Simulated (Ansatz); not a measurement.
Geometry relaxation of CuO (part 2 of 4)

The same run, continued: CuO (Cccm, 4 atoms in the cell); DFT PBE, scalar-relativistic, plane waves, PAW, no spin polarisation (Ansatz 0.2.0); cutoff 200 eV, 14×14×8 k-mesh, Gaussian smearing of 0.1 eV. The structure derives from a Materials Project entry. The run did not end well. It belongs to a series of runs on one base structure; here: relaxed ecut: 200 eV. The run did not end well; see the last part.

Geometry of the input (Å; fractional positions):
```
1.9910  -2.1536  0.0000
1.9910  2.1536  0.0000
0.0000  0.0000  5.1559
Cu -0.0000  0.5000  0.0000
Cu 0.5000  -0.0000  0.5000
O  0.5000  0.5000  0.2500
O  0.5000  0.5000  0.7500
```

### Log, continued
```
relax step  28: F+E_penalty+E_count = -14339.83566342 eV  Δ(F+E_penalty+E_count) = -5.301e-1 eV  max|allowed force component| = 5.551e-17 eV/Å  Δτ_max = 0.0000 Å  P = +3.513 GPa  Ω = 46.673 Å³  stress off target by 7.57e0 GPa  SCF on the basis re-selected at this cell (its energy is not comparable with the rows above)  (9 SCF iters)
SCF 29 converged in 6 iterations: F = -14339.332389 eV  dr2 = 2.92e-9
relax step  29: F+E_penalty+E_count = -14339.33238927 eV  Δ(F+E_penalty+E_count) = +5.033e-1 eV  max|allowed force component| = 4.163e-17 eV/Å  Δτ_max = 0.0000 Å  P = -0.038 GPa  Ω = 46.802 Å³  energy of the carried Pulay correction = -5.068e-1 eV  (6 SCF iters, dr2 threshold 4.00e-7 eV, accepted)
SCF 30 converged in 3 iterations: F = -14339.337539 eV  dr2 = 2.97e-8
relax step  30: F+E_penalty+E_count = -14339.33753950 eV  Δ(F+E_penalty+E_count) = -5.150e-3 eV  max|allowed force component| = 2.498e-16 eV/Å  Δτ_max = 0.0000 Å  P = +0.000 GPa  Ω = 46.801 Å³  energy of the carried Pulay correction = -5.017e-1 eV  (3 SCF iters, dr2 threshold 3.02e-8 eV, accepted)
SCF 31 converged in 7 iterations: F = -14339.892860 eV  dr2 = 6.15e-12
relax step  31: F+E_penalty+E_count = -14339.89286033 eV  Δ(F+E_penalty+E_count) = -5.553e-1 eV  max|allowed force component| = 2.498e-16 eV/Å  Δτ_max = 0.0000 Å  P = +2.164 GPa  Ω = 46.801 Å³  stress off target by 5.77e0 GPa  SCF on the basis re-selected at this cell (its energy is not comparable with the rows above)  (7 SCF iters)
SCF 32 converged in 6 iterations: F = -14339.607305 eV  dr2 = 3.22e-10
relax step  32: F+E_penalty+E_count = -14339.60730513 eV  Δ(F+E_penalty+E_count) = +2.856e-1 eV  max|allowed force component| = 1.804e-16 eV/Å  Δτ_max = 0.0000 Å  P = +0.133 GPa  Ω = 46.875 Å³  energy of the carried Pulay correction = -2.880e-1 eV  (6 SCF iters, dr2 threshold 4.00e-7 eV, accepted)
SCF 33 converged in 4 iterations: F = -14339.588011 eV  dr2 = 7.12e-8
relax step  33: F+E_penalty+E_count = -14339.58801063 eV  Δ(F+E_penalty+E_count) = +1.929e-2 eV  max|allowed force component| = 1.665e-16 eV/Å  Δτ_max = 0.0000 Å  P = -0.005 GPa  Ω = 46.880 Å³  energy of the carried Pulay correction = -3.073e-1 eV  (4 SCF iters, dr2 threshold 1.69e-7 eV, accepted)
SCF 34 converged in 9 iterations: F = -14339.861312 eV  dr2 = 1.38e-11
relax step  34: F+E_penalty+E_count = -14339.86131202 eV  Δ(F+E_penalty+E_count) = -2.733e-1 eV  max|allowed force component| = 1.665e-16 eV/Å  Δτ_max = 0.0000 Å  P = +1.840 GPa  Ω = 46.880 Å³  stress off target by 5.38e0 GPa  SCF on the basis re-selected at this cell (its energy is not comparable with the rows above)  (9 SCF iters)
SCF 35 converged in 5 iterations: F = -14339.611381 eV  dr2 = 3.15e-7
relax step  35: F+E_penalty+E_count = -14339.61138147 eV  Δ(F+E_penalty+E_count) = +2.499e-1 eV  max|allowed force component| = 1.110e-16 eV/Å  Δτ_max = 0.0000 Å  P = +0.063 GPa  Ω = 46.945 Å³  energy of the carried Pulay correction = -2.520e-1 eV  (5 SCF iters, dr2 threshold 4.00e-7 eV, accepted)
SCF 36 converged in 5 iterations: F = -14339.602529 eV  dr2 = 8.97e-10
relax step  36: F+E_penalty+E_count = -14339.60252859 eV  Δ(F+E_penalty+E_count) = +8.853e-3 eV  max|allowed force component| = 5.551e-17 eV/Å  Δτ_max = 0.0000 Å  P = +0.004 GPa  Ω = 46.947 Å³  energy of the carried Pulay correction = -2.608e-1 eV  (5 SCF iters, dr2 threshold 1.51e-8 eV, accepted)
SCF 37 converged in 7 iterations: F = -14339.848610 eV  dr2 = 2.40e-11
relax step  37: F+E_penalty+E_count = -14339.84861027 eV  Δ(F+E_penalty+E_count) = -2.461e-1 eV  max|allowed force component| = 4.163e-17 eV/Å  Δτ_max = 0.0000 Å  P = +1.461 GPa  Ω = 46.947 Å³  stress off target by 4.72e0 GPa  SCF on the basis re-selected at this cell (its energy is not comparable with the rows above)  (7 SCF iters)
SCF 38 converged in 5 iterations: F = -14339.645430 eV  dr2 = 1.97e-7
relax step  38: F+E_penalty+E_count = -14339.64542963 eV  Δ(F+E_penalty+E_count) = +2.032e-1 eV  max|allowed force component| = 1.110e-16 eV/Å  Δτ_max = 0.0000 Å  P = +0.012 GPa  Ω = 47.000 Å³  energy of the carried Pulay correction = -2.051e-1 eV  (5 SCF iters, dr2 threshold 4.00e-7 eV, accepted)
SCF 39 converged in 7 iterations: F = -14339.892122 eV  dr2 = 1.71e-11
relax step  39: F+E_penalty+E_count = -14339.89212220 eV  Δ(F+E_penalty+E_count) = -2.467e-1 eV  max|allowed force component| = 1.110e-16 eV/Å  Δτ_max = 0.0000 Å  P = +0.743 GPa  Ω = 47.000 Å³  stress off target by 3.67e0 GPa  SCF on the basis re-selected at this cell (its energy is not comparable with the rows above)  (7 SCF iters)
SCF 40 converged in 5 iterations: F = -14339.797367 eV  dr2 = 4.60e-8
relax step  40: F+E_penalty+E_count = -14339.79736690 eV  Δ(F+E_penalty+E_count) = +9.476e-2 eV  max|allowed force component| = 3.469e-16 eV/Å  Δτ_max = 0.0000 Å  P = +0.048 GPa  Ω = 47.025 Å³  energy of the carried Pulay correction = -9.614e-2 eV  (5 SCF iters, dr2 threshold 4.00e-7 eV, accepted)
SCF 41 converged in 4 iterations: F = -14339.790037 eV  dr2 = 1.71e-8
relax step  41: F+E_penalty+E_count = -14339.79003719 eV  Δ(F+E_penalty+E_count) = +7.330e-3 eV  max|allowed force component| = 1.527e-16 eV/Å  Δτ_max = 0.0000 Å  P = -0.004 GPa  Ω = 47.027 Å³  energy of the carried Pulay correction = -1.035e-1 eV  (4 SCF iters, dr2 threshold 2.14e-8 eV, accepted)
SCF 42 converged in 7 iterations: F = -14339.855273 eV  dr2 = 3.24e-13
relax step  42: F+E_penalty+E_count = -14339.85527303 eV  Δ(F+E_penalty+E_count) = -6.524e-2 eV  max|allowed force component| = 1.665e-16 eV/Å  Δτ_max = 0.0000 Å  P = +0.854 GPa  Ω = 47.027 Å³  stress off target by 3.77e0 GPa  SCF on the basis re-selected at this cell (its energy is not comparable with the rows above)  (7 SCF iters)
SCF 43 converged in 5 iterations: F = -14339.740941 eV  dr2 = 6.08e-8
relax step  43: F+E_penalty+E_count = -14339.74094126 eV  Δ(F+E_penalty+E_count) = +1.143e-1 eV  max|allowed force component| = 4.163e-17 eV/Å  Δτ_max = 0.0000 Å  P = -0.625 GPa  Ω = 47.057 Å³  energy of the carried Pulay correction = -1.157e-1 eV  (5 SCF iters, dr2 threshold 4.00e-7 eV, accepted)
SCF 44 converged in 5 iterations: F = -14339.828591 eV  dr2 = 2.76e-8
relax step  44: F+E_penalty+E_count = -14339.82859087 eV  Δ(F+E_penalty+E_count) = -8.765e-2 eV  max|allowed force component| = 2.220e-16 eV/Å  Δτ_max = 0.0000 Å  P = +0.469 GPa  Ω = 47.034 Å³  energy of the carried Pulay correction = -2.804e-2 eV  (5 SCF iters, dr2 threshold 4.00e-7 eV, accepted)
SCF 45 converged in 4 iterations: F = -14339.789574 eV  dr2 = 1.86e-7
relax step  45: F+E_penalty+E_count = -14339.78957366 eV  Δ(F+E_penalty+E_count) = +3.902e-2 eV  max|allowed force component| = 1.665e-16 eV/Å  Δτ_max = 0.0000 Å  P = -0.024 GPa  Ω = 47.044 Å³  energy of the carried Pulay correction = -6.708e-2 eV  (4 SCF iters, dr2 threshold 4.00e-7 eV, accepted)
SCF 46 converged in 8 iterations: F = -14339.814432 eV  dr2 = 9.78e-14
relax step  46: F+E_penalty+E_count = -14339.81443213 eV  Δ(F+E_penalty+E_count) = -2.486e-2 eV  max|allowed force component| = 1.665e-16 eV/Å  Δτ_max = 0.0000 Å  P = +0.950 GPa  Ω = 47.044 Å³  stress off target by 3.61e0 GPa  SCF on the basis re-selected at this cell (its energy is not comparable with the rows above)  (8 SCF iters)
SCF 47 converged in 5 iterations: F = -14339.742120 eV  dr2 = 3.08e-8
relax step  47: F+E_penalty+E_count = -14339.74212046 eV  Δ(F+E_penalty+E_count) = +7.231e-2 eV  max|allowed force component| = 1.665e-16 eV/Å  Δτ_max = 0.0000 Å  P = -0.001 GPa  Ω = 47.063 Å³  energy of the carried Pulay correction = -7.356e-2 eV  (5 SCF iters, dr2 threshold 4.00e-7 eV, accepted)
SCF 48 converged in 3 iterations: F = -14339.742163 eV  dr2 = 9.17e-9
relax step  48: F+E_penalty+E_count = -14339.74216310 eV  Δ(F+E_penalty+E_count) = -4.264e-5 eV  max|allowed force component| = 1.804e-16 eV/Å  Δτ_max = 0.0000 Å  P = +0.001 GPa  Ω = 47.063 Å³  energy of the carried Pulay correction = -7.352e-2 eV  (3 SCF iters, dr2 threshold 1.41e-8 eV, accepted)
SCF 49 converged in 7 iterations: F = -14339.838452 eV  dr2 = 1.01e-12
relax step  49: F+E_penalty+E_count = -14339.83845232 eV  Δ(F+E_penalty+E_count) = -9.629e-2 eV  max|allowed force component| = 1.527e-16 eV/Å  Δτ_max = 0.0000 Å  P = +0.559 GPa  Ω = 47.063 Å³  stress off target by 3.14e0 GPa  SCF on the basis re-selected at this cell (its energy is not comparable with the rows above)  (7 SCF iters)
SCF 50 converged in 5 iterations: F = -14339.800630 eV  dr2 = 1.17e-8
relax step  50: F+E_penalty+E_count = -14339.80062981 eV  Δ(F+E_penalty+E_count) = +3.782e-2 eV  max|allowed force component| = 1.665e-16 eV/Å  Δτ_max = 0.0000 Å  P = +0.193 GPa  Ω = 47.074 Å³  energy of the carried Pulay correction = -3.919e-2 eV  (5 SCF iters, dr2 threshold 4.00e-7 eV, accepted)
SCF 51 converged in 4 iterations: F = -14339.784515 eV  dr2 = 4.45e-8
relax step  51: F+E_penalty+E_count = -14339.78451460 eV  Δ(F+E_penalty+E_count) = +1.612e-2 eV  max|allowed force component| = 1.110e-16 eV/Å  Δτ_max = 0.0000 Å  P = +0.049 GPa  Ω = 47.078 Å³  energy of the carried Pulay correction = -5.531e-2 eV  (4 SCF iters, dr2 threshold 1.65e-7 eV, accepted)
SCF 52 converged in 5 iterations: F = -14339.778911 eV  dr2 = 7.81e-10
relax step  52: F+E_penalty+E_count = -14339.77891071 eV  Δ(F+E_penalty+E_count) = +5.604e-3 eV  max|allowed force component| = 1.665e-16 eV/Å  Δτ_max = 0.0000 Å  P = +0.004 GPa  Ω = 47.079 Å³  energy of the carried Pulay correction = -6.092e-2 eV  (5 SCF iters, dr2 threshold 1.04e-8 eV, accepted)
SCF 53 converged in 9 iterations: F = -14339.833243 eV  dr2 = 4.12e-13
relax step  53: F+E_penalty+E_count = -14339.83324337 eV  Δ(F+E_penalty+E_count) = -5.433e-2 eV  max|allowed force component| = 1.665e-16 eV/Å  Δτ_max = 0.0000 Å  P = +0.257 GPa  Ω = 47.079 Å³  stress off target by 3.45e0 GPa  SCF on the basis re-selected at this cell (its energy is not comparable with the rows above)  (9 SCF iters)
SCF 54 converged in 5 iterations: F = -14339.794276 eV  dr2 = 1.09e-7
relax step  54: F+E_penalty+E_count = -14339.79427608 eV  Δ(F+E_penalty+E_count) = +3.897e-2 eV  max|allowed force component| = 6.939e-17 eV/Å  Δτ_max = 0.0000 Å  P = -0.040 GPa  Ω = 47.090 Å³  energy of the carried Pulay correction = -4.031e-2 eV  (5 SCF iters, dr2 threshold 4.00e-7 eV, accepted)
SCF 55 converged in 3 iterations: F = -14339.801061 eV  dr2 = 1.43e-8
relax step  55: F+E_penalty+E_count = -14339.80106073 eV  Δ(F+E_penalty+E_count) = -6.785e-3 eV  max|allowed force component| = 2.914e-16 eV/Å  Δτ_max = 0.0000 Å  P = +0.009 GPa  Ω = 47.088 Å³  energy of the carried Pulay correction = -3.353e-2 eV  (3 SCF iters, dr2 threshold 1.23e-7 eV, accepted)
SCF 56 converged in 9 iterations: F = -14339.864306 eV  dr2 = 9.51e-13
relax step  56: F+E_penalty+E_count = -14339.86430605 eV  Δ(F+E_penalty+E_count) = -6.325e-2 eV  max|allowed force component| = 2.914e-16 eV/Å  Δτ_max = 0.0000 Å  P = -0.189 GPa  Ω = 47.088 Å³  stress off target by 3.59e0 GPa  SCF on the basis re-selected at this cell (its energy is not comparable with the rows above)  (9 SCF iters)
SCF 57 converged in 3 iterations: F = -14339.879052 eV  dr2 = 3.70e-7
relax step  57: F+E_penalty+E_count = -14339.87905235 eV  Δ(F+E_penalty+E_count) = -1.475e-2 eV  max|allowed force component| = 1.110e-16 eV/Å  Δτ_max = 0.0000 Å  P = -0.087 GPa  Ω = 47.084 Å³  energy of the carried Pulay correction = +1.356e-2 eV  (3 SCF iters, dr2 threshold 4.00e-7 eV, accepted)
SCF 58 converged in 4 iterations: F = -14339.889302 eV  dr2 = 1.35e-8
relax step  58: F+E_penalty+E_count = -14339.88930215 eV  Δ(F+E_penalty+E_count) = -1.025e-2 eV  max|allowed force component| = 1.665e-16 eV/Å  Δτ_max = 0.0000 Å  P = +0.030 GPa  Ω = 47.082 Å³  energy of the carried Pulay correction = +2.381e-2 eV  (4 SCF iters, dr2 threshold 5.92e-8 eV, accepted)
SCF 59 converged in 7 iterations: F = -14339.913061 eV  dr2 = 1.13e-11
relax step  59: F+E_penalty+E_count = -14339.91306096 eV  Δ(F+E_penalty+E_count) = -2.376e-2 eV  max|allowed force component| = 1.665e-16 eV/Å  Δτ_max = 0.0000 Å  P = -0.653 GPa  Ω = 47.082 Å³  stress off target by 3.98e0 GPa  SCF on the basis re-selected at this cell (its energy is not comparable with the rows above)  (7 SCF iters)
basis re-selected at this cell: Δ(F+E_penalty+E_count) = -2.376e-2 eV, ΔP = -0.683 GPa vs the last step (what re-selecting the basis moved, of the pressure what is left beyond the Pulay correction that the steps carried, after the strain that the cell walked since its last selection, with what the two solves' SCF thresholds leave and, on support functions, any second-order correction that the steps lacked; it is no measure of the basis error at this ecutwfc). This SCF's stress stands 3.98e0 GPa from its target on what of the cell is left free (relax.cell.stress_tol is 5.00e-2 GPa) and its largest allowed force component is 1.67e-16 eV/Å (relax.f_tol is 1.00e-2 eV/Å): not within both, so this SCF does not close the relaxation
Crystal: 4 atoms, lattice volume = 47.071 Å³
iter 1 solved again at ethr=2.10e-8 eV; its pass at ethr=3.10e-3 eV (dr2=1.05e-5 eV) is discarded
SCF iter   1: F=—  HF=-14339.954903 eV  |F-HF|=—  |Δ(HF+E_count)|=         —  Δρ=2.82e-4  dr2=8.89e-6  ethr=2.10e-8  ⟨swp⟩=2.0  Hψ=35800  notcnv=0
preconditioner: auto → LDOS  [metal: Δε(μ)=0.005 eV  Ē_g=11.787 eV  σ=0.100 eV  W_gap=0.03  n_scr=16 (ndim 8)  ℏωp=31.6 eV  f_vac=0.107  D(μ)=2.07/eV (n_scr^D=16)  β→1.0]
SCF iter   2: F=—  HF=-14339.954585 eV  |F-HF|=—  |Δ(HF+E_count)|=   3.18e-4  Δρ=1.97e-4  dr2=8.72e-6  ethr=1.78e-8  ⟨swp⟩=2.0  Hψ=15701  notcnv=0
SCF iter   3: F=—  HF=-14339.954580 eV  |F-HF|=—  |Δ(HF+E_count)|=   4.64e-6  Δρ=4.03e-5  dr2=4.53e-7  ethr=1.74e-8  ⟨swp⟩=2.2  Hψ=14273  notcnv=0
SCF iter   4: F=—  HF=-14339.954581 eV  |F-HF|=—  |Δ(HF+E_count)|=   4.73e-7  Δρ=1.25e-5  dr2=5.66e-8  ethr=9.07e-10  ⟨swp⟩=2.0  Hψ=13034  notcnv=0
SCF iter   5: F=—  HF=-14339.954581 eV  |F-HF|=—  |Δ(HF+E_count)|=   4.74e-9  Δρ=6.68e-6  dr2=1.59e-8  ethr=1.13e-10  ⟨swp⟩=1.0  Hψ=8550  notcnv=0
SCF iter   6: F=—  HF=-14339.954581 eV  |F-HF|=—  |Δ(HF+E_count)|=   2.21e-9  Δρ=1.11e-6  dr2=4.20e-10  ethr=3.18e-11  ⟨swp⟩=2.3  Hψ=12421  notcnv=0
SCF iter   7: F=-14339.954581 eV  HF=-14339.954581 eV  |F-HF|=1.82e-12  |Δ(HF+E_count)|=  4.00e-11  Δρ=1.14e-7  dr2=4.21e-12  ethr=1.00e-12  ⟨swp⟩=2.1  Hψ=29649  notcnv=0
SCF 60 converged in 7 iterations: F = -14339.954581 eV  dr2 = 4.21e-12
relax step  60: F+E_penalty+E_count = -14339.95458079 eV  Δ(F+E_penalty+E_count) = -4.152e-2 eV  max|allowed force component| = 1.804e-16 eV/Å  Δτ_max = 0.0000 Å  P = -0.166 GPa  Ω = 47.071 Å³  energy of the carried Pulay correction = +4.035e-2 eV  (7 SCF iters, accepted)
```

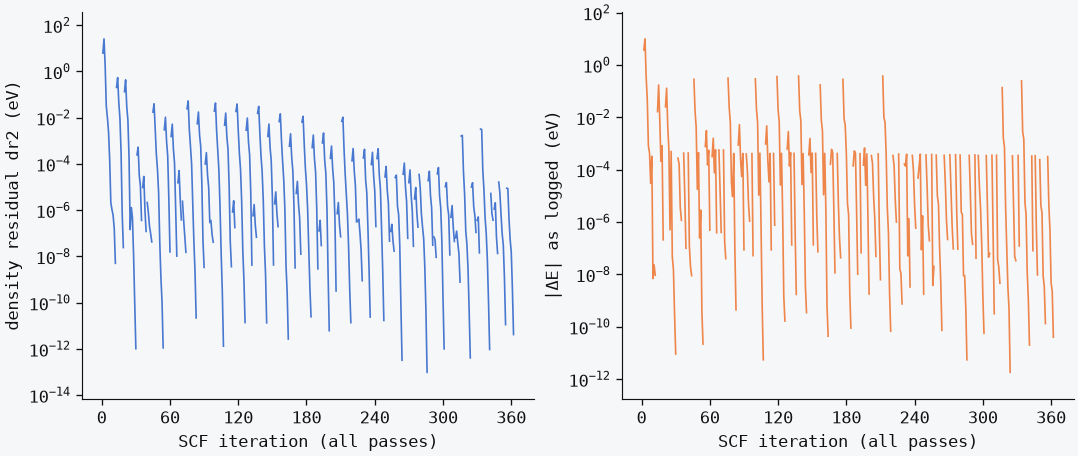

Fig. 1: Convergence of the self-consistent field: density residual dr2 and size of the energy change against the SCF iteration. The dotted lines part the SCF passes of the relaxation: geometry steps, rejected trials and re-solves on a re-selected basis. The 60 passes take 3 to 12 iterations each, 362 in all.

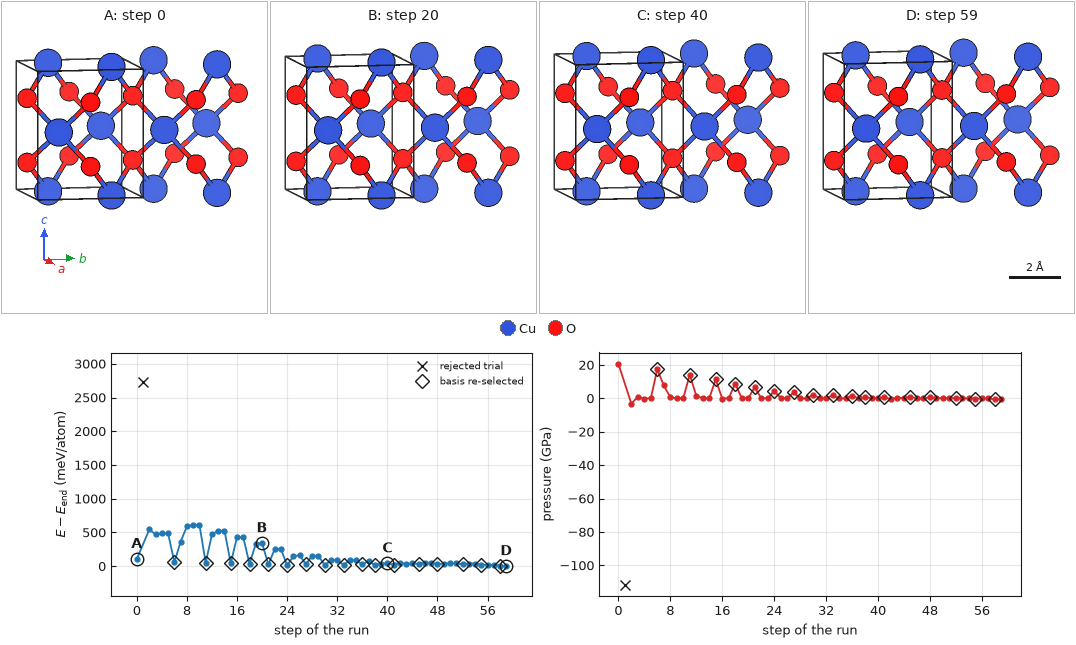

Fig. 2: Frames of the relaxation (ball-and-stick view of the cell 2 times as large as that of the calculation, set on its symmetry axes, repeated 1 × 2 × 1, seen slightly off an axis) above the curves, on which the letters mark them (the first geometry is step 0 here and step 1 in the log).

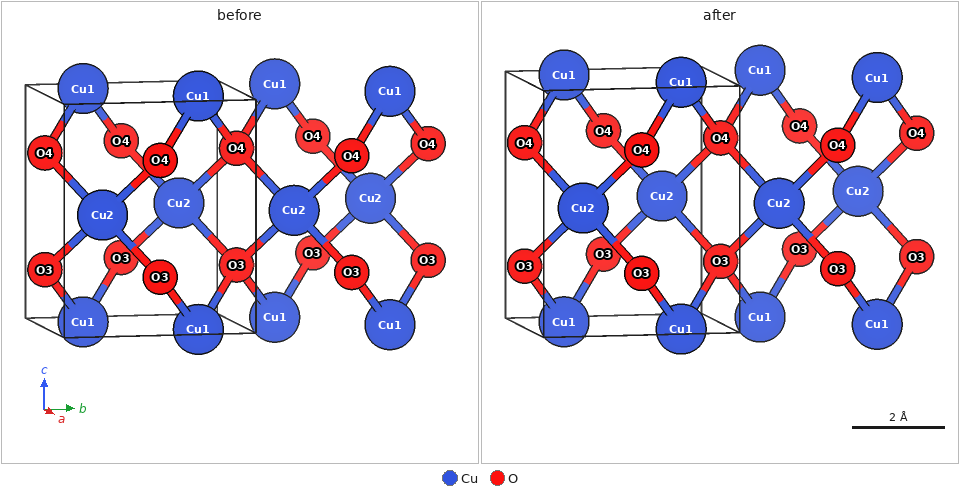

Fig. 3: Before (left) and after (right) the relaxation, at one scale (ball-and-stick view of the cell 2 times as large as that of the calculation, set on its symmetry axes, repeated 1 × 2 × 1, seen slightly off an axis). The relaxation stopped without meeting its thresholds, so the last structure isn't shown to be converged. The atoms keep their places relative to the cell (all moves are under 0.005 Å). The volume changes by +6.5 %, with a 3.982 → 3.918 Å (−1.6 %), b 4.307 → 4.406 Å (+2.3 %), c 5.156 → 5.453 Å (+5.8 %). Among the contacts that change: Cu1–O3 1.952 → 2.008 Å. Among the angles that change: Cu1–O4–Cu2 118.7° → 121.6°, O3–Cu1–O3 97.4° → 94.5°, Cu1–O4–Cu1 97.4° → 94.5°. The space group stays Cccm (No. 66). The energy falls by 106 meV per atom in 42 geometry steps. All forces vanish by symmetry, so only the cell relaxes. Pressure: 20.83 GPa at the start and −0.17 GPa at the end. The line search rejected the trial step at point 1 (counted from 0) and went back. 17 further SCFs at an unchanged geometry re-selected the plane-wave basis for the new cell. The energy change given includes the shifts at the re-selections in mid-walk, which come without any move. (Atoms are counted from 1 in the order of the input.)
